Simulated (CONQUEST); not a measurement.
## Br: 7 runs along one coordinate

System: Br (I4/mmm, 2 atoms in the cell).
Method: Kohn-Sham DFT of a periodic cell, PBE, PseudoDojo NC PBE, no spin polarisation (CONQUEST 1.3).

The 7 runs differ only in the geometry, by an even scaling of the cell at fixed fractional positions. The structure derives from a Materials Project entry.

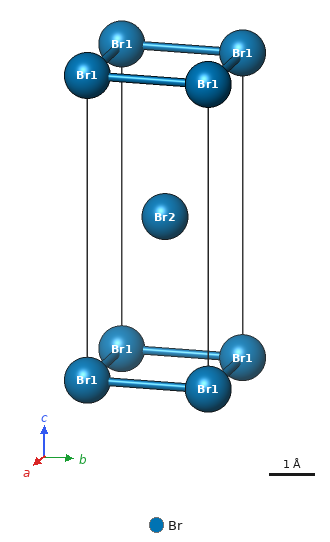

Figure 1. The structure of run 4 (ball-and-stick view of the cell of the calculation, seen slightly off an axis; atoms are numbered from 1 in the order of the input).

### Input of run 4
```
IO.Title Br
IO.Coordinates coords.dat
IO.FractionalAtomicCoords T
IO.Iprint 2
IO.Iprint_init 1
General.NumberOfSpecies 1
General.PseudopotentialType hamann
AtomMove.TypeOfRun static
AtomMove.FullStress T
Grid.PointsAlongX 32
Grid.PointsAlongY 32
Grid.PointsAlongZ 72
DM.SolutionMethod diagon
Diag.MPMesh T
Diag.GammaCentred T
Diag.MPMeshX 9
Diag.MPMeshY 9
Diag.MPMeshZ 4
Diag.kT 0.00183747
minE.SCTolerance 1e-6
SC.MaxIters 100
IO.AtomChargeOutput T
%block ChemicalSpeciesLabel
1 79.900 Br
%endblock
```

Command:
```bash
Conquest
```

Lattice vectors (Å) and fractional positions of run 4:
```
   2.846983    0.000000    0.000000
   0.000000    2.846983    0.000000
   0.000000    0.000000    7.155035
Br  0.000000  0.000000  0.000000
Br  0.500000  0.500000  0.500000
```

Run 3 has the same physical settings and fractional positions; its lattice vectors (Å) are:
```
   2.827876    0.000000    0.000000
   0.000000    2.827876    0.000000
   0.000000    0.000000    7.107013
```

### Results, with one run withheld

| run | volume per atom (Å³) | free energy per atom, from the lowest run given (meV) | pressure (GPa) |
| --- | --- | --- | --- |
| 1 | 27.257 | 54.27 | 5.56 |
| 2 | 27.837 | 37.38 | 3.92 |
| 3 | 28.417 | ? | ? |
| 4 | 28.997 | 13.08 | 2.61 |
| 5 | 29.577 | 5.12 | 1.73 |
| 6 | 30.157 | 1.05 | 0.55 |
| 7 | 30.737 | 0.00 | 0.13 |

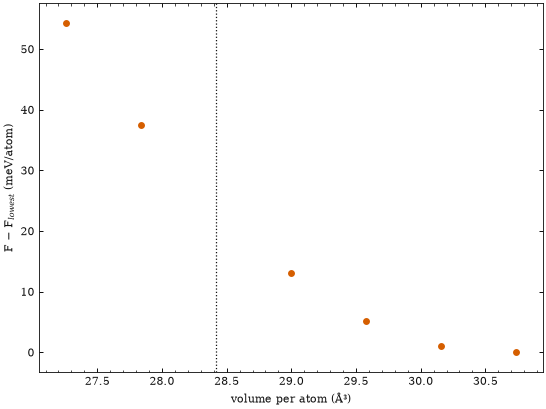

Figure 2. Free energy per atom of the runs given; the dotted line marks run 3.

What should run 3 give?

A cubic polynomial in V^(−2/3) (the Birch–Murnaghan form), fitted to the 6 runs given, misses them by at most 0.20 meV per atom. With x = V^(−2/3) − 0.10582 Å⁻², it reads F = 12.05 + 6306.7 x + 7.3366e+05 x² − 2.3172e+07 x³ (meV per atom). At run 3 it gives 23.64 meV per atom, and the run itself gives 24.16. The slope of the fit gives a pressure −dF/dV of 3.40 GPa there, and the run prints 3.39 GPa. The fit has its minimum at 30.626 Å³ per atom, where V d²F/dV² gives 48 GPa. Cell shape and fractional positions are held, so this is the stiffness under even scaling; the relaxed bulk modulus wasn't computed and can be far lower in a crystal of layers, chains or molecules like this one. So low a polynomial doesn't follow these energies more closely.

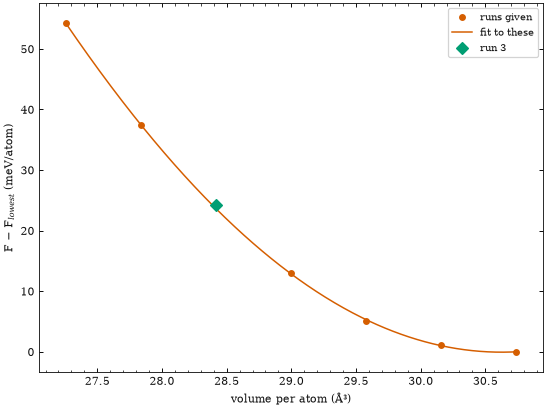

Figure 3. The fit and the withheld run.

### Some lines of the output (run 3)
```
[...]
          DFT Total Energy                 :       -31.433109362171500 Ha
          Free Energy (E-TS)               :       -31.436031044081577 Ha
          DFT Total Energy                 :       -31.434197573538022 Ha
          Free Energy (E-TS)               :       -31.434778113026898 Ha
          DFT Total Energy                 :       -31.434381481739543 Ha
          Free Energy (E-TS)               :       -31.434772246232470 Ha
          DFT Total Energy                 :       -31.434384447659113 Ha
          Free Energy (E-TS)               :       -31.434772020856080 Ha
          DFT Total Energy                 :       -31.434384207827627 Ha
          Free Energy (E-TS)               :       -31.434772116026927 Ha
          DFT Total Energy                 :       -31.434384300586558 Ha
      | Free Energy as E-TS      =       -31.434772116026927 Ha
      |* DFT total energy        =       -31.434384300586558 Ha
    force: Average pressure:      3.39307566 GPa
```

Notes: With a small basis of atomic orbitals these values can differ much from converged plane-wave results.
